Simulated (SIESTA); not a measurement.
# MoTe2: 7 runs along one coordinate

System: MoTe2 (P6₃/mmc, 6 atoms in the cell).
Method: Kohn-Sham DFT of a periodic cell, PBEsol, PseudoDojo 0.4 standard, converted to PSML, no spin polarisation (SIESTA 5.4.2).

The 7 runs differ only in the geometry, by an even scaling of the cell at fixed fractional positions. The structure derives from an entry of the Crystallography Open Database.

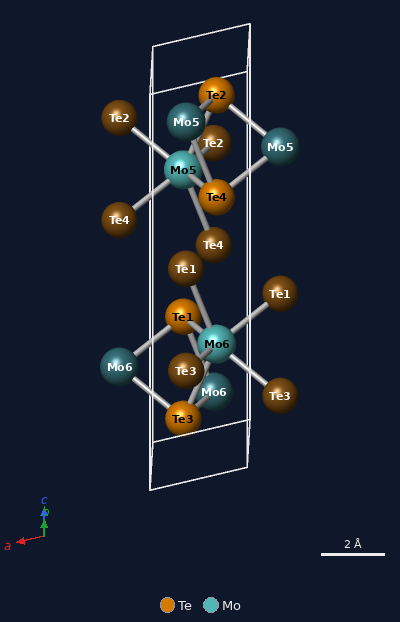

Figure 1. The structure of run 4 (ball-and-stick view of the cell of the calculation, seen at an oblique angle; neighbours outside the cell are drawn fainter; atoms are numbered from 1 in the order of the input). An atom can appear more than once, as a periodic image.

## Input of run 4
```
SystemName                      Te2Mo
SystemLabel                     Te2Mo
NumberOfSpecies                 2
NumberOfAtoms                   6
%block ChemicalSpeciesLabel
  1  52 Te
  2  42 Mo
%endblock ChemicalSpeciesLabel

LatticeConstant                 1.0 Ang
%block LatticeVectors
     3.5182000000     0.0000000000     0.0000000000
    -1.7591000000     3.0468505756     0.0000000000
     0.0000000000     0.0000000000    13.9736000000
%endblock LatticeVectors
AtomicCoordinatesFormat         Fractional
%block AtomicCoordinatesAndAtomicSpecies
     0.6666666667     0.3333333333     0.3790000000  1  Te
     0.3333333333     0.6666666667     0.8790000000  1  Te
     0.6666666667     0.3333333333     0.1210000000  1  Te
     0.3333333333     0.6666666667     0.6210000000  1  Te
     0.6666666667     0.3333333333     0.7500000000  2  Mo
     0.3333333333     0.6666666667     0.2500000000  2  Mo
%endblock AtomicCoordinatesAndAtomicSpecies

%block kgrid.MonkhorstPack
    7   0   0  0.0
    0   7   0  0.0
    0   0   2  0.0
%endblock kgrid.MonkhorstPack
XC.Functional                   GGA
XC.Authors                      PBEsol
PAO.BasisSize                   DZP
PAO.EnergyShift                 0.003 Ry
Mesh.Cutoff                     800 Ry
OccupationFunction              FD
ElectronicTemperature           0.05 eV
MaxSCFIterations                120
SCF.MustConverge                false
SCF.Mixer.Method                Pulay
SCF.Mixer.Weight                0.25
SCF.Mixer.History               8
SCF.DM.Tolerance                5.0e-05
SCF.H.Tolerance                 1.0e-03 eV
WriteForces                     true
Charge.Mulliken                 end
%block PAO.Basis
  Te 4
  n=5 0 2
    5.613 0.000
  n=5 1 2
    7.253 0.000
  n=4 2 2
    3.260 0.000
  n=5 2 1
    7.253
  Mo 5
  n=4 0 2
    3.234 0.000
  n=5 0 2
    8.897 0.000
  n=4 1 2
    3.729 0.000
  n=5 1 1
    8.897
  n=4 2 2
    6.735 0.000
%endblock PAO.Basis
```

Command:
```bash
siesta Te2Mo.fdf > Te2Mo.out 2>&1
```

Run 3 differs from it as follows:
```diff
-     3.5182000000     0.0000000000     0.0000000000
-    -1.7591000000     3.0468505756     0.0000000000
-     0.0000000000     0.0000000000    13.9736000000
+     3.4945872080     0.0000000000     0.0000000000
+    -1.7472936040     3.0264012979     0.0000000000
+     0.0000000000     0.0000000000    13.8798146239
```

## Results, with one run withheld

| run | volume per atom (Å³) | free energy per atom, from the lowest run given (meV) | pressure (GPa) | gap on the mesh (eV) |
| --- | --- | --- | --- | --- |
| 1 | 23.467 | 54.44 | 9.85 | 0.80 |
| 2 | 23.966 | 28.57 | 6.81 | 0.81 |
| 3 | 24.466 | ? | ? | ? |
| 4 | 24.965 | 2.45 | 1.86 | 0.83 |
| 5 | 25.464 | 0.00 | −0.28 | 0.84 |
| 6 | 25.963 | 4.00 | −2.22 | 0.84 |
| 7 | 26.463 | 13.61 | −3.88 | 0.85 |

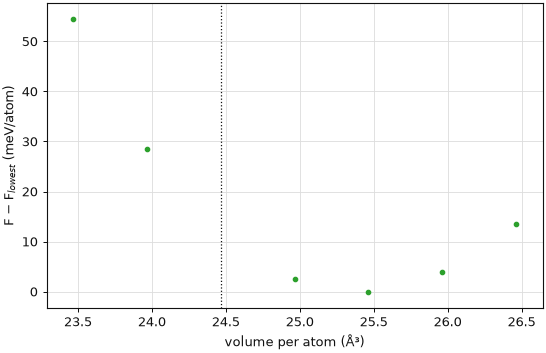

Figure 2. Free energy per atom of the runs given; the dotted line marks run 3.

Estimate the energy of run 3 from the others.

A cubic polynomial in V^(−2/3) (the Birch–Murnaghan form), fitted to the 6 runs given, misses them by at most 0.11 meV per atom. With x = V^(−2/3) − 0.11693 Å⁻², it reads F = 1.8579 + 3213.8 x + 1.3896e+06 x² + 4.0701e+06 x³ (meV per atom). At run 3 it gives 11.57 meV per atom, and the run itself gives 11.72. The slope of the fit gives a pressure −dF/dV of 4.17 GPa there, and the run prints 4.12 GPa. The fit has its minimum at 25.387 Å³ per atom, where V d²F/dV² gives 103 GPa. Cell shape and fractional positions are held, so this is the stiffness under even scaling; the relaxed bulk modulus wasn't computed and can be far lower in a crystal of layers, chains or molecules like this one. The gap on the mesh goes, without turning, from 0.80 eV in run 1 to 0.85 eV in run 7; run 3 has 0.82 eV. These are gaps of this functional on this mesh, which can miss the band edges; they aren't the measured gap.

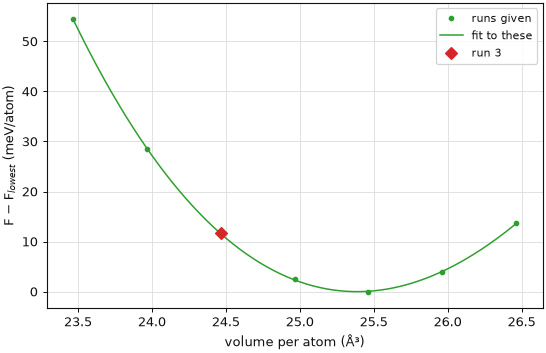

Figure 3. The fit and the withheld run.

## Some lines of the output (run 3)
```
[...]
outcell: Cell volume (Ang**3)        :    146.7932
stepf: Fermi-Dirac step function
siesta: Etot    =    -15209.001083
siesta: FreeEng =    -15209.001106
        iscf     Eharris(eV)        E_KS(eV)     FreeEng(eV)     dDmax    Ef(eV) dHmax(eV)
siesta: E_KS(eV) =           -15217.4995
siesta: E_KS - E_eggbox =    -15217.4995
siesta: Etot    =    -15217.499514
siesta: FreeEng =    -15217.499541
siesta:         Fermi =      -4.286516
siesta: Cell volume =        146.793242 Ang**3
    Orbital volume contribution        =           6.885754 eV
```

Notes: Points of doubt noted for this run: mulliken charges of long orbitals. With a small basis of atomic orbitals these values can differ much from converged plane-wave results.
